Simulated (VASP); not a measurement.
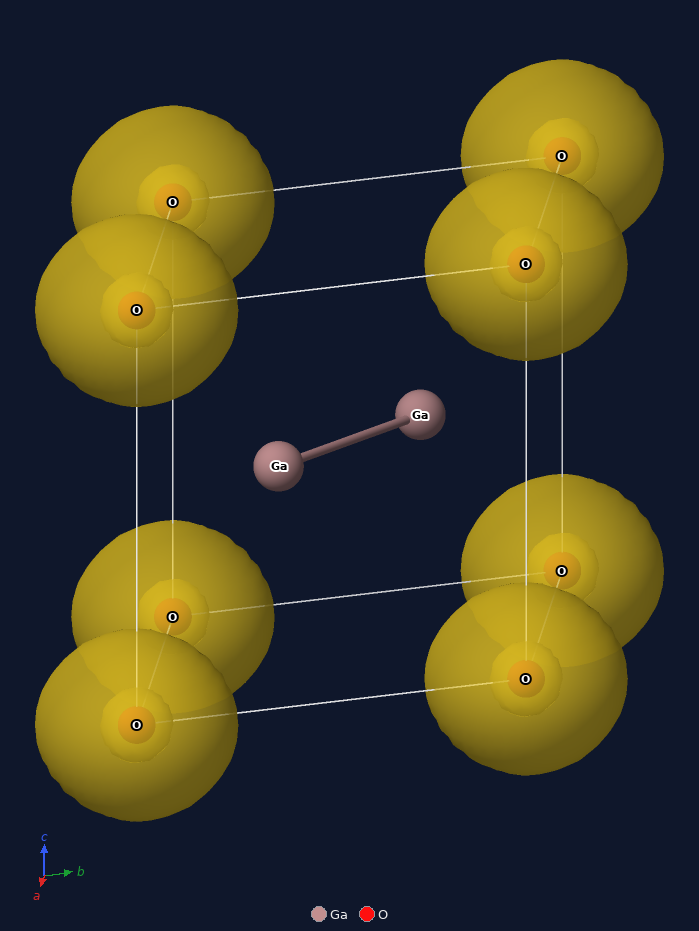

Ga$_{2}$O. Isosurface of the ELF at 0.7 (yellow), seen at an oblique angle. Only the valence region is drawn (cores and ρ < 0.01 e/Å³ removed). Sticks mark near contacts.

Space group P6/mmm; a structure from a database of computed crystals, not necessarily the ambient phase; a generated structure, not necessarily the stable one; computed pressure about 19 GPa in this cell.

Level of theory: Kohn-Sham DFT of a periodic cell, PBE, VASP PAW PBE potentials, recommended (VASP).

Question: Identify the bonds, lone pairs and shells in this picture.

Answer: The surface consists of one region wrapped around O (its valence shell), counted in one cell of 3 atoms. Any copies at cell faces, edges or corners count once. Along the contacts the grid gives the following. Ga–Ga (2.17 Å): the ELF is about 0.55 at the midpoint. Ga–O (2.86 Å): the ELF is about 0.15 at the midpoint; no shared electron pair shows on this line.
